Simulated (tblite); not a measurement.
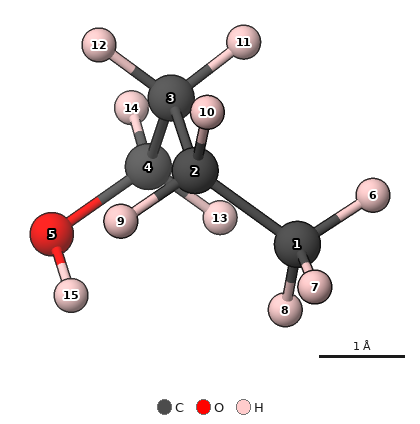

Fig. 1: The input geometry (ball-and-stick view, seen at a tilt; atoms are numbered from 1 in the order of the input). Bond lengths as drawn: C–C 1.50 to 1.54 Å, C–H 1.08 to 1.11 Å, C–O 1.41 Å and H–O 0.98 Å.

## C4H10O: geometry relaxation

- system: C4H10O, SMILES CCCCO
- method: GFN2-xTB geometry optimisation, gas phase (tblite 0.8.0)

**The input**
```
{"job": {"xc": "GFN2-xTB", "basis": "xTB", "kind": "relax"}, "charge": 0, "multiplicity": 1}
C     -1.479100     0.802400    -0.210200
C     -0.329800     0.680300     0.752100
C      0.378300    -0.691800     0.708000
C      1.000500    -1.025900    -0.648300
O      1.999900    -0.090800    -0.985900
H     -2.218000    -0.002300    -0.066900
H     -2.003700     1.760600    -0.055400
H     -1.140100     0.787200    -1.244100
H      0.402300     1.475600     0.577700
H     -0.707200     0.826300     1.784600
H     -0.350600    -1.474500     0.972900
H      1.150500    -0.694600     1.472700
H      0.254700    -1.083600    -1.432700
H      1.487100    -2.015100    -0.577900
H      1.551000     0.754300    -1.210900
```

The first line tells a small driver script what to run in tblite; the rest is the geometry in Å.

Command:
```bash
OMP_NUM_THREADS=1 python <driver script> task.json out
```

**Output**
```
step      E/eV     max force
  0    -482.16937    0.925
  1    -482.20458    0.357
  2    -482.20860    0.210
  3    -482.21416    0.148
  4    -482.21619    0.127
  5    -482.21806    0.109
  6    -482.21927    0.113
  7    -482.22043    0.101
  8    -482.22128    0.068
  9    -482.22190    0.055
 10    -482.22233    0.065
 11    -482.22265    0.058
 12    -482.22291    0.052
 13    -482.22311    0.044
 14    -482.22327    0.038
 15    -482.22327    0.038
 16    -482.22334    0.037
 17    -482.22353    0.032
 18    -482.22359    0.032
 19    -482.22375    0.030
 20    -482.22387    0.030
 21    -482.22400    0.028
 22    -482.22410    0.033
 23    -482.22420    0.035
 24    -482.22430    0.033
 25    -482.22440    0.028
 26    -482.22448    0.023
 27    -482.22456    0.020
 28    -482.22464    0.021
 29    -482.22472    0.023
 30    -482.22479    0.025
 31    -482.22485    0.019
 32    -482.22490    0.016
 33    -482.22493    0.014
 34    -482.22495    0.013
 35    -482.22497    0.014
 36    -482.22500    0.014
 37    -482.22503    0.015
 38    -482.22507    0.014
 39    -482.22510    0.015
 40    -482.22513    0.013
 41    -482.22516    0.013
 42    -482.22521    0.018
 43    -482.22526    0.020
 44    -482.22532    0.022
 45    -482.22539    0.027
 46    -482.22550    0.028
 47    -482.22562    0.023
 48    -482.22571    0.021
 49    -482.22577    0.019
 50    -482.22581    0.018
 51    -482.22587    0.019
 52    -482.22594    0.023
 53    -482.22601    0.023
 54    -482.22608    0.020
 55    -482.22615    0.027
 56    -482.22621    0.026
 57    -482.22627    0.020
 58    -482.22632    0.020
 59    -482.22639    0.023
 60    -482.22645    0.026
 61    -482.22651    0.021
 62    -482.22655    0.014
 63    -482.22657    0.013
 64    -482.22660    0.014
 65    -482.22662    0.013
 66    -482.22665    0.013
 67    -482.22668    0.013
 68    -482.22671    0.021
 69    -482.22677    0.026
 70    -482.22684    0.021
 71    -482.22689    0.015
 72    -482.22692    0.015
 73    -482.22694    0.014
 74    -482.22696    0.012
 75    -482.22698    0.010
 76    -482.22700    0.006
 77    -482.22701    0.006
 78    -482.22701    0.007
 79    -482.22702    0.007
 80    -482.22703    0.008
 81    -482.22704    0.006
 82    -482.22705    0.007
 83    -482.22706    0.008
 84    -482.22708    0.010
 85    -482.22709    0.009
 86    -482.22711    0.008
 87    -482.22711    0.006
 88    -482.22712    0.005
 89    -482.22712    0.005
 90    -482.22712    0.004
 91    -482.22713    0.004
```

**Trajectory as extended XYZ (Å, eV, eV/Å), 12 frames, from step=0 to step=91**
```
15
Properties=species:S:1:pos:R:3:forces:R:3 step=0 energy=-482.16937
C    -1.4791    0.8024   -0.2102   -0.8430   0.2770  -0.2620
C    -0.3298    0.6803    0.7521    0.3510  -0.2460   0.8090
C     0.3783   -0.6918    0.7080   -0.7320   0.0500   0.1320
C     1.0005   -1.0259   -0.6483    0.4530  -0.1430   0.4850
O     1.9999   -0.0908   -0.9859   -0.2820   0.5410  -0.4240
H    -2.2180   -0.0023   -0.0669    0.3490   0.2580  -0.0570
H    -2.0037    1.7606   -0.0554    0.1930  -0.3620  -0.0540
H    -1.1401    0.7872   -1.2441   -0.0520  -0.0720  -0.0070
H     0.4023    1.4756    0.5777   -0.0410  -0.0590  -0.0420
H    -0.7072    0.8263    1.7846    0.1620  -0.0800  -0.4110
H    -0.3506   -1.4745    0.9729    0.1720   0.1790  -0.1360
H     1.1505   -0.6946    1.4727    0.1790  -0.0230  -0.0070
H     0.2547   -1.0836   -1.4327   -0.3410  -0.0150  -0.2130
H     1.4871   -2.0151   -0.5779    0.0050   0.3720  -0.0620
H     1.5510    0.7543   -1.2109    0.4260  -0.6780   0.2480
15
Properties=species:S:1:pos:R:3:forces:R:3 step=8 energy=-482.22128
C    -1.4914    0.8103   -0.2150    0.0060  -0.0130   0.0160
C    -0.3300    0.6762    0.7669   -0.0110   0.0040  -0.0290
C     0.3649   -0.6878    0.7146   -0.0100   0.0410   0.0400
C     1.0005   -1.0177   -0.6399    0.0000   0.0160   0.0170
O     1.9986   -0.1054   -1.0297    0.0150  -0.0020  -0.0320
H    -2.2054    0.0017   -0.0692    0.0020   0.0250   0.0070
H    -2.0057    1.7574   -0.0586    0.0130  -0.0440  -0.0120
H    -1.1503    0.7794   -1.2484   -0.0040   0.0090   0.0410
H     0.4040    1.4639    0.5750   -0.0170   0.0080   0.0200
H    -0.7066    0.8257    1.7832    0.0250  -0.0020  -0.0610
H    -0.3544   -1.4734    0.9565    0.0230   0.0100  -0.0250
H     1.1536   -0.7023    1.4701   -0.0210  -0.0090   0.0100
H     0.2248   -1.0878   -1.4139   -0.0020  -0.0450  -0.0070
H     1.5102   -1.9805   -0.5703   -0.0250  -0.0580  -0.0180
H     1.5828    0.7483   -1.1856    0.0060   0.0600   0.0320
15
Properties=species:S:1:pos:R:3:forces:R:3 step=16 energy=-482.22334
C    -1.4913    0.8083   -0.2143   -0.0020   0.0010  -0.0030
C    -0.3286    0.6779    0.7639    0.0000   0.0090   0.0050
C     0.3678   -0.6842    0.7142   -0.0010   0.0040  -0.0040
C     1.0012   -1.0170   -0.6408    0.0000  -0.0140  -0.0110
O     1.9965   -0.1081   -1.0470    0.0030  -0.0020   0.0040
H    -2.2064    0.0021   -0.0655    0.0060  -0.0070   0.0040
H    -2.0067    1.7536   -0.0598    0.0010   0.0050   0.0020
H    -1.1508    0.7781   -1.2464   -0.0020  -0.0090  -0.0080
H     0.4022    1.4688    0.5761   -0.0010   0.0130  -0.0120
H    -0.7051    0.8273    1.7781    0.0010   0.0000   0.0140
H    -0.3523   -1.4710    0.9473   -0.0010   0.0060   0.0020
H     1.1497   -0.7039    1.4763    0.0040   0.0070  -0.0080
H     0.2200   -1.0994   -1.4086   -0.0090   0.0110  -0.0200
H     1.5063   -1.9832   -0.5720    0.0130  -0.0150   0.0010
H     1.5930    0.7587   -1.1659   -0.0120  -0.0080   0.0340
15
Properties=species:S:1:pos:R:3:forces:R:3 step=24 energy=-482.22430
C    -1.4919    0.8074   -0.2143    0.0000  -0.0010  -0.0060
C    -0.3264    0.6806    0.7604   -0.0050   0.0120   0.0030
C     0.3683   -0.6824    0.7100    0.0090  -0.0010  -0.0130
C     0.9999   -1.0210   -0.6444   -0.0030  -0.0100  -0.0160
O     1.9957   -0.1109   -1.0458   -0.0080  -0.0020   0.0020
H    -2.2037   -0.0006   -0.0607   -0.0080  -0.0010   0.0020
H    -2.0074    1.7530   -0.0620   -0.0040  -0.0020   0.0020
H    -1.1530    0.7732   -1.2468   -0.0050  -0.0050  -0.0120
H     0.3994    1.4761    0.5712    0.0130  -0.0090  -0.0120
H    -0.6990    0.8281    1.7762   -0.0100   0.0060   0.0180
H    -0.3536   -1.4654    0.9495    0.0050  -0.0050   0.0020
H     1.1541   -0.6998    1.4676    0.0050  -0.0050   0.0120
H     0.2219   -1.0992   -1.4166   -0.0160   0.0030   0.0050
H     1.5030   -1.9886   -0.5762    0.0040  -0.0050   0.0060
H     1.5883    0.7576   -1.1327    0.0220   0.0230   0.0090
15
Properties=species:S:1:pos:R:3:forces:R:3 step=33 energy=-482.22493
C    -1.4939    0.8051   -0.2152   -0.0040  -0.0040  -0.0020
C    -0.3253    0.6816    0.7568   -0.0020   0.0030  -0.0020
C     0.3695   -0.6818    0.7083    0.0060  -0.0020  -0.0080
C     0.9962   -1.0211   -0.6480    0.0040  -0.0060  -0.0050
O     1.9941   -0.1140   -1.0508    0.0010  -0.0020   0.0060
H    -2.2053   -0.0022   -0.0562   -0.0080  -0.0050   0.0060
H    -2.0100    1.7507   -0.0647    0.0030   0.0000   0.0020
H    -1.1600    0.7664   -1.2493    0.0030   0.0000  -0.0020
H     0.4020    1.4743    0.5610   -0.0020   0.0040  -0.0040
H    -0.6948    0.8342    1.7733   -0.0010   0.0030   0.0050
H    -0.3508   -1.4650    0.9519    0.0000  -0.0020  -0.0020
H     1.1581   -0.6988    1.4633   -0.0010   0.0040   0.0090
H     0.2144   -1.0977   -1.4172    0.0020   0.0130   0.0040
H     1.4986   -1.9891   -0.5809   -0.0060  -0.0080  -0.0040
H     1.6028    0.7653   -1.0966    0.0030   0.0020  -0.0030
15
Properties=species:S:1:pos:R:3:forces:R:3 step=41 energy=-482.22516
C    -1.4966    0.8015   -0.2146   -0.0070   0.0020  -0.0040
C    -0.3255    0.6811    0.7543   -0.0020   0.0090  -0.0010
C     0.3714   -0.6812    0.7086    0.0020  -0.0060  -0.0110
C     0.9965   -1.0200   -0.6484   -0.0010  -0.0010  -0.0100
O     1.9997   -0.1173   -1.0483    0.0040  -0.0060   0.0090
H    -2.2095   -0.0036   -0.0518   -0.0020  -0.0100   0.0050
H    -2.0102    1.7483   -0.0648   -0.0070   0.0080   0.0010
H    -1.1645    0.7609   -1.2491   -0.0020  -0.0050  -0.0060
H     0.3990    1.4747    0.5524    0.0090   0.0040   0.0010
H    -0.6919    0.8382    1.7711   -0.0030  -0.0020   0.0120
H    -0.3477   -1.4655    0.9509   -0.0100  -0.0040   0.0080
H     1.1577   -0.6957    1.4659    0.0110  -0.0030  -0.0020
H     0.2124   -1.0854   -1.4162    0.0050   0.0040  -0.0030
H     1.4907   -1.9932   -0.5889   -0.0030   0.0090   0.0070
H     1.6140    0.7650   -1.0854    0.0080  -0.0010  -0.0050
15
Properties=species:S:1:pos:R:3:forces:R:3 step=49 energy=-482.22577
C    -1.5088    0.7928   -0.2109    0.0050   0.0010   0.0050
C    -0.3276    0.6836    0.7484    0.0000   0.0020   0.0060
C     0.3712   -0.6781    0.7057    0.0010   0.0000  -0.0030
C     0.9946   -1.0143   -0.6517    0.0050   0.0030  -0.0090
O     2.0249   -0.1314   -1.0270    0.0110  -0.0040  -0.0090
H    -2.2193   -0.0114   -0.0322    0.0030   0.0080   0.0080
H    -2.0205    1.7422   -0.0683   -0.0050  -0.0070   0.0060
H    -1.1868    0.7395   -1.2482   -0.0010   0.0010   0.0050
H     0.3941    1.4766    0.5336   -0.0040   0.0020  -0.0040
H    -0.6832    0.8468    1.7681   -0.0120   0.0060   0.0040
H    -0.3458   -1.4621    0.9558   -0.0070  -0.0030  -0.0120
H     1.1632   -0.6917    1.4574   -0.0040   0.0100   0.0090
H     0.2158   -1.0442   -1.4262    0.0030  -0.0150  -0.0110
H     1.4630   -2.0004   -0.6040   -0.0010   0.0020   0.0020
H     1.6609    0.7601   -1.0650    0.0060  -0.0060   0.0020
15
Properties=species:S:1:pos:R:3:forces:R:3 step=57 energy=-482.22627
C    -1.5224    0.7859   -0.2032    0.0030   0.0010   0.0060
C    -0.3312    0.6887    0.7439    0.0030  -0.0040  -0.0040
C     0.3703   -0.6717    0.6992   -0.0010   0.0000   0.0010
C     0.9961   -1.0095   -0.6573    0.0100   0.0020  -0.0020
O     2.0525   -0.1509   -1.0153    0.0160   0.0050  -0.0040
H    -2.2281   -0.0182   -0.0052   -0.0020   0.0110  -0.0060
H    -2.0350    1.7354   -0.0653   -0.0020  -0.0080  -0.0040
H    -1.2094    0.7196   -1.2426   -0.0180   0.0080   0.0050
H     0.3863    1.4819    0.5156   -0.0100   0.0050   0.0000
H    -0.6797    0.8585    1.7655    0.0160  -0.0070  -0.0060
H    -0.3457   -1.4573    0.9475   -0.0070   0.0030  -0.0020
H     1.1619   -0.6835    1.4517   -0.0040  -0.0070  -0.0010
H     0.2263   -1.0145   -1.4414   -0.0110  -0.0030   0.0050
H     1.4387   -2.0075   -0.6153    0.0080  -0.0060   0.0110
H     1.7149    0.7511   -1.0421    0.0000   0.0000   0.0020
15
Properties=species:S:1:pos:R:3:forces:R:3 step=66 energy=-482.22665
C    -1.5338    0.7826   -0.1972   -0.0020   0.0030   0.0050
C    -0.3325    0.6918    0.7382   -0.0010   0.0010  -0.0050
C     0.3704   -0.6679    0.6935   -0.0040   0.0000  -0.0020
C     1.0016   -1.0079   -0.6598    0.0060   0.0010  -0.0040
O     2.0729   -0.1640   -1.0087    0.0070   0.0080   0.0060
H    -2.2377   -0.0201    0.0120    0.0030   0.0020  -0.0040
H    -2.0466    1.7320   -0.0600    0.0010   0.0010   0.0060
H    -1.2331    0.7123   -1.2400   -0.0050  -0.0020   0.0110
H     0.3780    1.4885    0.5006    0.0040  -0.0070  -0.0050
H    -0.6695    0.8619    1.7636   -0.0010   0.0060  -0.0110
H    -0.3496   -1.4514    0.9366    0.0020  -0.0040   0.0050
H     1.1584   -0.6830    1.4497   -0.0070  -0.0020  -0.0010
H     0.2356   -0.9989   -1.4476   -0.0020  -0.0050  -0.0040
H     1.4302   -2.0121   -0.6172    0.0020  -0.0040   0.0010
H     1.7512    0.7440   -1.0281   -0.0040   0.0000   0.0020
15
Properties=species:S:1:pos:R:3:forces:R:3 step=74 energy=-482.22696
C    -1.5464    0.7811   -0.1907    0.0020  -0.0010   0.0000
C    -0.3329    0.6928    0.7289   -0.0040   0.0030  -0.0010
C     0.3679   -0.6681    0.6877   -0.0070   0.0050   0.0080
C     1.0083   -1.0076   -0.6615   -0.0010   0.0040   0.0040
O     2.0912   -0.1713   -0.9934   -0.0020   0.0070  -0.0010
H    -2.2482   -0.0208    0.0287    0.0060   0.0050   0.0020
H    -2.0557    1.7316   -0.0468   -0.0010  -0.0070  -0.0060
H    -1.2597    0.7083   -1.2371   -0.0030  -0.0010   0.0030
H     0.3764    1.4858    0.4754    0.0000  -0.0040   0.0020
H    -0.6588    0.8731    1.7560    0.0110   0.0020  -0.0010
H    -0.3536   -1.4505    0.9300   -0.0010  -0.0060  -0.0090
H     1.1519   -0.6836    1.4480    0.0010  -0.0010   0.0010
H     0.2503   -0.9867   -1.4568   -0.0010   0.0000  -0.0040
H     1.4275   -2.0158   -0.6204    0.0000  -0.0020   0.0010
H     1.7776    0.7397   -1.0123   -0.0010  -0.0050   0.0010
15
Properties=species:S:1:pos:R:3:forces:R:3 step=82 energy=-482.22705
C    -1.5518    0.7790   -0.1874    0.0020  -0.0010   0.0000
C    -0.3327    0.6943    0.7252    0.0010   0.0030  -0.0020
C     0.3662   -0.6674    0.6850   -0.0040   0.0010   0.0040
C     1.0100   -1.0057   -0.6626   -0.0010   0.0000   0.0040
O     2.0994   -0.1749   -0.9861    0.0020   0.0030  -0.0030
H    -2.2513   -0.0225    0.0400   -0.0010   0.0030   0.0020
H    -2.0614    1.7296   -0.0463    0.0020  -0.0040   0.0020
H    -1.2714    0.7015   -1.2351    0.0020  -0.0060   0.0020
H     0.3764    1.4843    0.4629    0.0010   0.0040  -0.0010
H    -0.6497    0.8807    1.7540   -0.0010  -0.0010  -0.0040
H    -0.3559   -1.4505    0.9230   -0.0070   0.0000   0.0010
H     1.1483   -0.6843    1.4473    0.0000  -0.0050   0.0000
H     0.2560   -0.9771   -1.4615   -0.0010   0.0010  -0.0020
H     1.4222   -2.0169   -0.6231    0.0040  -0.0030  -0.0020
H     1.7913    0.7378   -0.9998    0.0010   0.0040  -0.0010
15
Properties=species:S:1:pos:R:3:forces:R:3 step=91 energy=-482.22713
C    -1.5532    0.7773   -0.1852    0.0000   0.0000   0.0010
C    -0.3311    0.6955    0.7234    0.0000   0.0010   0.0000
C     0.3640   -0.6681    0.6839   -0.0010   0.0010   0.0000
C     1.0116   -1.0044   -0.6626    0.0010   0.0000   0.0010
O     2.1023   -0.1736   -0.9823    0.0020   0.0000  -0.0010
H    -2.2524   -0.0225    0.0486   -0.0020   0.0010   0.0020
H    -2.0619    1.7286   -0.0463    0.0030   0.0010  -0.0030
H    -1.2760    0.6938   -1.2332   -0.0020   0.0000   0.0010
H     0.3778    1.4840    0.4557    0.0020   0.0010   0.0000
H    -0.6443    0.8861    1.7524   -0.0020  -0.0020   0.0010
H    -0.3627   -1.4485    0.9171    0.0010  -0.0010   0.0000
H     1.1430   -0.6904    1.4492    0.0000   0.0000  -0.0010
H     0.2596   -0.9738   -1.4635    0.0000   0.0000   0.0000
H     1.4236   -2.0157   -0.6243    0.0010  -0.0010   0.0000
H     1.7954    0.7396   -0.9973   -0.0020   0.0000   0.0010
```

**Results in brief**

- outcome: converged
- total energy: −482.2271 eV
- hardware: 1 CPU thread, shared host
- peak memory: 0.18 GiB
